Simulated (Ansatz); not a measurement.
Geometry relaxation, with input and output: Ni (part 1 of 2)

The run: geometry relaxation of Ni (P6/mmm, 1 atom in the cell). Method and program: DFT, PBE, PAW with Ansatz's default frozen-core files, scalar-relativistic, spin-polarised (Ansatz 0.2.0).

Its volume is 0.90 times that of the source entry. It belongs to a series of runs on one base structure; here: shape and atoms relaxed at 0.9 of the volume. Figures and captions count atoms from 1; the log counts them from 0 in places.

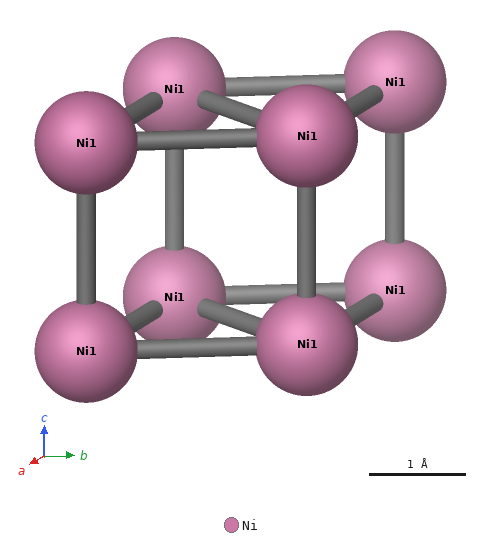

**Figure 1.** The structure as given in the input (ball-and-stick view of the cell of the calculation, seen slightly off an axis; atoms are numbered from 1 in the order of the input).

## Input
```yaml
crystal:
  lattice:
    - [2.3296391885, 0.0, 0.0]
    - [-1.1648195943, 2.0175267189, 0.0]
    - [0.0, 0.0, 2.2703730308]
  atoms:
    - { symbol: Ni, position: [0.0, 0.0, 0.0], spin: 1.0 }
magnetization:
  spin_polarized: true
kpoints:
  mp_grid: { grid: [18, 18, 17] }
scf:
  occupations: { method: fermi_dirac, width: 0.1 }
hamiltonian:
  xc: pbe
  pseudopotentials: { kind: paw }
output:
  forces: true
  stress: true
  write_density: true
  write_potential: true
  elf: true
  volumetric_format: npy
relax:
  f_tol: 0.005
  max_steps: 30
  cell: { stress_tol: 0.05, fix: [volume] }
```

Hardware: 1 thread of Arm Neoverse V2, 24 GiB of memory available, shared host.

Launch command:
```bash
ansatz run input.yaml --threads 1 --pin off --max-ram 3072MiB --backend cpu --events-out ev --progress --plain --runs-dir out
```

## What the program printed
```
Engine: ansatz 0.2.0, aarch64-unknown-linux-gnu
Pseudopotentials: kind: paw
Pseudopotential: Ni, paw, valence charge 18, recommended cutoff 420 eV (normal), Ni.paw.azcp
Functional definition: PBE
  parameter kappa = 0.804
  parameter beta = 0.06672455060314922
  exchange = pbe_x(kappa = kappa, mu = beta*pi^2/3)
  correlation = pbe_c(beta = beta)
Crystal: 1 atoms, lattice volume = 10.671 Å³
Basis set: ecut = 420 eV, 211 PW (Γ), exchange–correlation on 32×32×32 points (8 copies of the dense FFT grid, shifted against one another)
Bands: 14, of which v1, the nominal top of the filled ones, is band 9 counted from 1 (8 counted from 0)
Symmetry: 24 space group operations
Space group: P6/mmm (ITA 191), of the structure as read, at distance tolerance 2.2e-5 Å
Magnetic group: BNS 191.233 (UNI 1463), of the structure as read, at distance tolerance 2.2e-5 Å
k-points: 333 of 5508
Non-local potential: Ni, projectors of the file, l = 0: 3, l = 1: 2, l = 2: 3, l = 3: 1
PAW form: soft (Blöchl's): semilocal exchange-correlation on the pseudo side does not see the compensation charge
PAW one-centre angular grid: Ni, 590 points (default); XC on 64 Gauss nodes
Initial density: superposition of atomic densities (chi_scale 0.1, normalization cell)
Starting moments: Σ|m| = 1 μB on 1 of 1 site
Initial wavefunctions: pseudopotential atomic-orbital guess
Functional: x = pbe(κ = 0.804, μ = 0.2195149727645171), c = pbe(β = 0.06672455060314922)
SCF iter   1: F=—  HF=-5838.230788 eV  |F-HF|=—  |Δ(HF+E_count)|=         —  Δρ=5.77e-2 (↑4.45e-2 ↓5.77e-2)  dr2=6.18e-1  dr2_m=9.66e-3  M=0.886 μB ∫|m|=0.923 μB  β_m=0.30  ethr=3.10e-3  ⟨swp⟩=5.3  Hψ=49688  notcnv=0
Mixer restart at iter 1: flushing history
preconditioner: auto → none  [metal: Δε(μ)=0.002 eV  Ē_g=16.623 eV  σ=0.100 eV  W_gap=0.00  n_scr=2 (ndim 8)  ℏωp=35.9 eV  f_vac=0.000  D(μ)=1.59/eV (n_scr^D=20)  sad-step TF]
SCF iter   2: F=—  HF=-5838.191908 eV  |F-HF|=—  |Δ(HF+E_count)|=   3.89e-2  Δρ=1.87e-2 (↑1.87e-2 ↓1.60e-2)  dr2=3.53e-2  dr2_m=3.44e-3  M=0.850 μB ∫|m|=0.892 μB  β_m=0.28  ethr=3.10e-3  ⟨swp⟩=2.0  Hψ=17472  notcnv=0  defer=138
SCF iter   3: F=—  HF=-5838.505313 eV  |F-HF|=—  |Δ(HF+E_count)|=         —  Δρ=5.25e-2 (↑2.96e-2 ↓5.25e-2)  dr2=3.82e-2  dr2_m=1.53e-1  M=0.621 μB ∫|m|=0.654 μB  β_m=0.28  ethr=1.96e-4  ⟨swp⟩=2.1  Hψ=15280  notcnv=0  defer=139
Mixer restart at iter 3: flushing history
SCF iter   4: F=—  HF=-5838.782551 eV  |F-HF|=—  |Δ(HF+E_count)|=   2.77e-1  Δρ=4.38e-2 (↑2.97e-2 ↓4.38e-2)  dr2=1.56e-2  dr2_m=1.27e-1  M=0.576 μB ∫|m|=0.610 μB  β_m=0.47  ethr=1.96e-4  ⟨swp⟩=2.1  Hψ=15416  notcnv=0  defer=139
SCF iter   5: F=—  HF=-5839.271156 eV  |F-HF|=—  |Δ(HF+E_count)|=   4.89e-1  Δρ=5.03e-2 (↑9.92e-3 ↓5.03e-2)  dr2=1.91e-1  dr2_m=4.90e-2  M=0.402 μB ∫|m|=0.437 μB  β_m=0.32  ethr=8.64e-5  ⟨swp⟩=2.4  Hψ=16211  notcnv=0  defer=142
SCF iter   6: F=—  HF=-5839.198634 eV  |F-HF|=—  |Δ(HF+E_count)|=   7.25e-2  Δρ=2.65e-2 (↑2.65e-2 ↓4.61e-3)  dr2=3.74e-2  dr2_m=1.52e-2  M=0.231 μB ∫|m|=0.266 μB  β_m=0.42  ethr=8.64e-5  ⟨swp⟩=3.2  Hψ=21995  notcnv=0  defer=142
SCF iter   7: F=—  HF=-5839.149342 eV  |F-HF|=—  |Δ(HF+E_count)|=   4.93e-2  Δρ=1.74e-2 (↑1.74e-2 ↓1.19e-2)  dr2=4.70e-2  dr2_m=1.30e-3  M=0.135 μB ∫|m|=0.161 μB  β_m=0.71  ethr=8.64e-5  ⟨swp⟩=1.6  Hψ=15665  notcnv=0  defer=147
SCF iter   8: F=—  HF=-5839.252287 eV  |F-HF|=—  |Δ(HF+E_count)|=   1.03e-1  Δρ=1.57e-2 (↑1.57e-2 ↓1.24e-2)  dr2=4.74e-2  dr2_m=3.87e-4  M=0.145 μB ∫|m|=0.164 μB  β_m=0.86  ethr=8.64e-5  ⟨swp⟩=2.1  Hψ=14949  notcnv=0  defer=200
SCF iter   9: F=—  HF=-5839.269988 eV  |F-HF|=—  |Δ(HF+E_count)|=   1.77e-2  Δρ=3.37e-3 (↑3.37e-3 ↓2.43e-3)  dr2=1.86e-3  dr2_m=7.77e-5  M=0.145 μB ∫|m|=0.159 μB  β_m=0.73  ethr=8.64e-5  ⟨swp⟩=2.2  Hψ=16144  notcnv=0  defer=226
SCF iter  10: F=—  HF=-5839.270186 eV  |F-HF|=—  |Δ(HF+E_count)|=   1.98e-4  Δρ=5.93e-4 (↑5.93e-4 ↓4.36e-4)  dr2=1.21e-5  dr2_m=1.99e-5  M=0.142 μB ∫|m|=0.155 μB  β_m=0.87  ethr=1.03e-5  ⟨swp⟩=1.8  Hψ=13225  notcnv=0  defer=226
SCF iter  11: F=—  HF=-5839.270194 eV  |F-HF|=—  |Δ(HF+E_count)|=   7.79e-6  Δρ=2.60e-4 (↑2.60e-4 ↓5.68e-5)  dr2=5.26e-6  dr2_m=1.52e-6  M=0.137 μB ∫|m|=0.148 μB  β_m=0.83  ethr=6.70e-8  ⟨swp⟩=2.2  Hψ=14781  notcnv=0  defer=226
SCF iter  12: F=—  HF=-5839.270195 eV  |F-HF|=—  |Δ(HF+E_count)|=   1.62e-6  Δρ=1.55e-4 (↑1.55e-4 ↓1.25e-4)  dr2=7.07e-8  dr2_m=1.92e-6  M=0.134 μB ∫|m|=0.146 μB  β_m=0.91  ethr=2.92e-8  ⟨swp⟩=1.6  Hψ=10769  notcnv=0  defer=226
SCF iter  13: F=—  HF=-5839.270195 eV  |F-HF|=—  |Δ(HF+E_count)|=   4.26e-8  Δρ=6.37e-5 (↑6.37e-5 ↓6.12e-5)  dr2=1.71e-9  dr2_m=3.79e-7  M=0.132 μB ∫|m|=0.144 μB  β_m=0.96  ethr=3.93e-10  ⟨swp⟩=2.0  Hψ=15283  notcnv=0  defer=226
SCF iter  14: F=—  HF=-5839.270195 eV  |F-HF|=—  |Δ(HF+E_count)|=   1.36e-8  Δρ=2.05e-5 (↑6.32e-6 ↓2.05e-5)  dr2=3.31e-8  dr2_m=8.22e-9  M=0.131 μB ∫|m|=0.142 μB  β_m=0.98  ethr=9.49e-12  ⟨swp⟩=3.2  Hψ=19080  notcnv=0  defer=226
SCF iter  15: F=—  HF=-5839.270195 eV  |F-HF|=—  |Δ(HF+E_count)|=   1.27e-9  Δρ=7.42e-6 (↑7.42e-6 ↓6.83e-6)  dr2=3.84e-11  dr2_m=4.95e-9  M=0.131 μB ∫|m|=0.142 μB  β_m=0.96  ethr=9.49e-12  ⟨swp⟩=2.3  Hψ=15373  notcnv=0  defer=226
SCF iter  16: F=—  HF=-5839.270195 eV  |F-HF|=—  |Δ(HF+E_count)|=  1.38e-10  Δρ=7.83e-7 (↑3.39e-7 ↓7.83e-7)  dr2=2.63e-11  dr2_m=1.85e-11  M=0.130 μB ∫|m|=0.142 μB  β_m=0.93  ethr=1.00e-12  ⟨swp⟩=2.0  Hψ=15640  notcnv=0  defer=226
SCF iter  17: F=-5839.270195 eV  HF=-5839.270195 eV  |F-HF|=5.46e-12  |Δ(HF+E_count)|=  2.36e-11  Δρ=2.99e-7 (↑2.32e-7 ↓2.99e-7)  dr2=5.05e-12  dr2_m=7.89e-13  M=0.130 μB ∫|m|=0.141 μB  ethr=1.00e-12  ⟨swp⟩=4.2  Hψ=41862  notcnv=0
SCF 1 converged in 17 iterations: F = -5839.270195 eV  dr2 = 5.05e-12
  greatest PAW one-centre occupation: 1.001 electrons in one spin orbital (limit 2), on the Ni atom at site 0 (counted from 0), in its partial waves of l = 1
relax step   1: F+E_penalty+E_count = -5839.27019535 eV  Δ(F+E_penalty+E_count) = +0.000e0 eV  max|allowed force component| = 0.000e0 eV/Å  Δτ_max = 0.0000 Å  P = +21.125 GPa  Ω = 10.671 Å³  fix = [volume]  reactions: volume +21.125 GPa  (17 SCF iters, accepted)
Initial density: handed on by an earlier stage of this run
Starting moments: Σ|m| = 1 μB on 1 of 1 site; this step starts from the density that it was given
Initial wavefunctions: those handed on with the density
iter 1 solved again at ethr=1.52e-8 eV; its pass at ethr=3.10e-3 eV (dr2=2.74e-6 eV) is discarded
SCF iter   1: F=—  HF=-5839.270379 eV  |F-HF|=—  |Δ(HF+E_count)|=         —  Δρ=4.38e-4 (↑4.38e-4 ↓3.41e-4)  dr2=3.71e-6  dr2_m=1.25e-5  M=0.132 μB ∫|m|=0.144 μB  β_m=0.65  ethr=1.52e-8  ⟨swp⟩=3.2  Hψ=62389  notcnv=0
preconditioner: auto → none  [metal: Δε(μ)=0.001 eV  Ē_g=17.448 eV  σ=0.100 eV  W_gap=0.00  n_scr=0 (ndim 8)  ℏωp=35.9 eV  f_vac=0.000  D(μ)=1.79/eV (n_scr^D=26)]
SCF iter   2: F=—  HF=-5839.270378 eV  |F-HF|=—  |Δ(HF+E_count)|=   6.08e-7  Δρ=3.56e-4 (↑2.65e-4 ↓3.56e-4)  dr2=7.20e-7  dr2_m=9.19e-6  M=0.133 μB ∫|m|=0.145 μB  β_m=0.65  ethr=1.52e-8  ⟨swp⟩=2.5  Hψ=14047  notcnv=0
SCF iter   3: F=—  HF=-5839.270380 eV  |F-HF|=—  |Δ(HF+E_count)|=   2.31e-6  Δρ=4.42e-4 (↑4.42e-4 ↓1.34e-4)  dr2=5.95e-6  dr2_m=7.80e-6  M=0.135 μB ∫|m|=0.146 μB  β_m=0.43  ethr=4.00e-9  ⟨swp⟩=2.0  Hψ=15624  notcnv=0
SCF iter   4: F=—  HF=-5839.270379 eV  |F-HF|=—  |Δ(HF+E_count)|=   1.28e-6  Δρ=3.16e-4 (↑1.41e-4 ↓3.16e-4)  dr2=2.23e-6  dr2_m=4.84e-6  M=0.136 μB ∫|m|=0.148 μB  β_m=0.08  ethr=4.00e-9  ⟨swp⟩=2.0  Hψ=15628  notcnv=0
SCF iter   5: F=—  HF=-5839.270379 eV  |F-HF|=—  |Δ(HF+E_count)|=   6.16e-7  Δρ=2.32e-4 (↑1.84e-4 ↓2.32e-4)  dr2=1.54e-7  dr2_m=4.23e-6  M=0.137 μB ∫|m|=0.149 μB  β_m=0.18  ethr=4.00e-9  ⟨swp⟩=2.3  Hψ=13322  notcnv=0
SCF iter   6: F=—  HF=-5839.270379 eV  |F-HF|=—  |Δ(HF+E_count)|=   1.43e-7  Δρ=1.54e-4 (↑1.39e-4 ↓1.54e-4)  dr2=1.66e-8  dr2_m=2.11e-6  M=0.140 μB ∫|m|=0.151 μB  β_m=0.72  ethr=8.57e-10  ⟨swp⟩=2.2  Hψ=14749  notcnv=0
SCF iter   7: F=—  HF=-5839.270379 eV  |F-HF|=—  |Δ(HF+E_count)|=   5.68e-8  Δρ=2.37e-5 (↑2.02e-5 ↓2.37e-5)  dr2=5.54e-9  dr2_m=4.09e-8  M=0.145 μB ∫|m|=0.157 μB  β_m=0.86  ethr=9.22e-11  ⟨swp⟩=3.1  Hψ=19069  notcnv=0
iter 8 did not close the SCF: its close was put off for a magnetic moment that had not settled (scf_convergence_deferred on its scf_iter line)
SCF iter   8: F=-5839.270379 eV  HF=-5839.270379 eV  |F-HF|=1.79e-9  |Δ(HF+E_count)|=   1.77e-8  Δρ=6.31e-6 (↑1.65e-6 ↓6.31e-6)  dr2=2.41e-9  dr2_m=8.92e-10  M=0.145 μB ∫|m|=0.157 μB  β_m=0.92  ethr=3.08e-11  ⟨swp⟩=4.9  Hψ=50129  notcnv=0
SCF iter   9: F=-5839.270379 eV  HF=-5839.270379 eV  |F-HF|=6.17e-10  |Δ(HF+E_count)|=   2.10e-9  Δρ=1.88e-6 (↑1.85e-6 ↓1.88e-6)  dr2=7.36e-10  dr2_m=5.99e-12  M=0.144 μB ∫|m|=0.156 μB  ethr=1.34e-11  ⟨swp⟩=4.9  Hψ=47956  notcnv=0
SCF 2 converged in 9 iterations: F = -5839.270379 eV  dr2 = 7.36e-10
relax step   2: F+E_penalty+E_count = -5839.27037880 eV  Δ(F+E_penalty+E_count) = -1.834e-4 eV  max|allowed force component| = 0.000e0 eV/Å  Δτ_max = 0.0000 Å  P = +21.097 GPa  Ω = 10.671 Å³  energy of the carried Pulay correction = -8.921e-7 eV  fix = [volume]  reactions: volume +21.097 GPa  (9 SCF iters, dr2 threshold 1.00e-7 eV, accepted)
iter 1 solved again at ethr=3.32e-8 eV; its pass at ethr=3.10e-3 eV (dr2=5.98e-6 eV) is discarded
SCF iter   1: F=—  HF=-5839.270478 eV  |F-HF|=—  |Δ(HF+E_count)|=         —  Δρ=6.78e-4 (↑6.78e-4 ↓5.36e-4)  dr2=8.01e-6  dr2_m=3.08e-5  M=0.147 μB ∫|m|=0.159 μB  β_m=0.65  ethr=3.32e-8  ⟨swp⟩=3.1  Hψ=62269  notcnv=0
preconditioner: auto → none  [metal: Δε(μ)=0.006 eV  Ē_g=17.458 eV  σ=0.100 eV  W_gap=0.01  n_scr=0 (ndim 8)  ℏωp=35.9 eV  f_vac=0.000  D(μ)=1.79/eV (n_scr^D=26)]
SCF iter   2: F=—  HF=-5839.270477 eV  |F-HF|=—  |Δ(HF+E_count)|=   1.49e-6  Δρ=5.44e-4 (↑4.11e-4 ↓5.44e-4)  dr2=1.53e-6  dr2_m=2.18e-5  M=0.149 μB ∫|m|=0.161 μB  β_m=0.65  ethr=3.32e-8  ⟨swp⟩=2.5  Hψ=14042  notcnv=0
SCF iter   3: F=—  HF=-5839.270483 eV  |F-HF|=—  |Δ(HF+E_count)|=   5.73e-6  Δρ=6.79e-4 (↑6.79e-4 ↓1.93e-4)  dr2=1.49e-5  dr2_m=1.78e-5  M=0.151 μB ∫|m|=0.164 μB  β_m=0.55  ethr=8.52e-9  ⟨swp⟩=2.0  Hψ=15631  notcnv=0
SCF iter   4: F=—  HF=-5839.270481 eV  |F-HF|=—  |Δ(HF+E_count)|=   2.16e-6  Δρ=5.20e-4 (↑1.47e-4 ↓5.20e-4)  dr2=8.92e-6  dr2_m=1.04e-5  M=0.154 μB ∫|m|=0.166 μB  β_m=0.08  ethr=8.52e-9  ⟨swp⟩=2.0  Hψ=15663  notcnv=0
SCF iter   5: F=—  HF=-5839.270478 eV  |F-HF|=—  |Δ(HF+E_count)|=   2.74e-6  Δρ=3.33e-4 (↑2.45e-4 ↓3.33e-4)  dr2=5.07e-7  dr2_m=8.14e-6  M=0.155 μB ∫|m|=0.168 μB  β_m=0.56  ethr=8.52e-9  ⟨swp⟩=2.3  Hψ=14446  notcnv=0
SCF iter   6: F=—  HF=-5839.270478 eV  |F-HF|=—  |Δ(HF+E_count)|=   1.78e-7  Δρ=9.61e-5 (↑7.84e-5 ↓9.61e-5)  dr2=2.39e-8  dr2_m=7.36e-7  M=0.160 μB ∫|m|=0.174 μB  β_m=0.57  ethr=2.82e-9  ⟨swp⟩=2.0  Hψ=15227  notcnv=0
iter 7 did not close the SCF: its close was put off for a magnetic moment that had not settled (scf_convergence_deferred on its scf_iter line)
SCF iter   7: F=-5839.270478 eV  HF=-5839.270478 eV  |F-HF|=1.18e-9  |Δ(HF+E_count)|=   1.09e-8  Δρ=4.92e-6 (↑4.75e-6 ↓4.92e-6)  dr2=3.27e-9  dr2_m=5.36e-10  M=0.162 μB ∫|m|=0.176 μB  β_m=0.68  ethr=1.33e-10  ⟨swp⟩=5.2  Hψ=52795  notcnv=0
SCF iter   8: F=-5839.270478 eV  HF=-5839.270478 eV  |F-HF|=7.11e-10  |Δ(HF+E_count)|=  9.33e-10  Δρ=2.77e-6 (↑2.19e-6 ↓2.77e-6)  dr2=1.13e-9  dr2_m=6.58e-11  M=0.162 μB ∫|m|=0.176 μB  ethr=1.82e-11  ⟨swp⟩=4.9  Hψ=44718  notcnv=0
SCF 3 converged in 8 iterations: F = -5839.270478 eV  dr2 = 1.13e-9
```
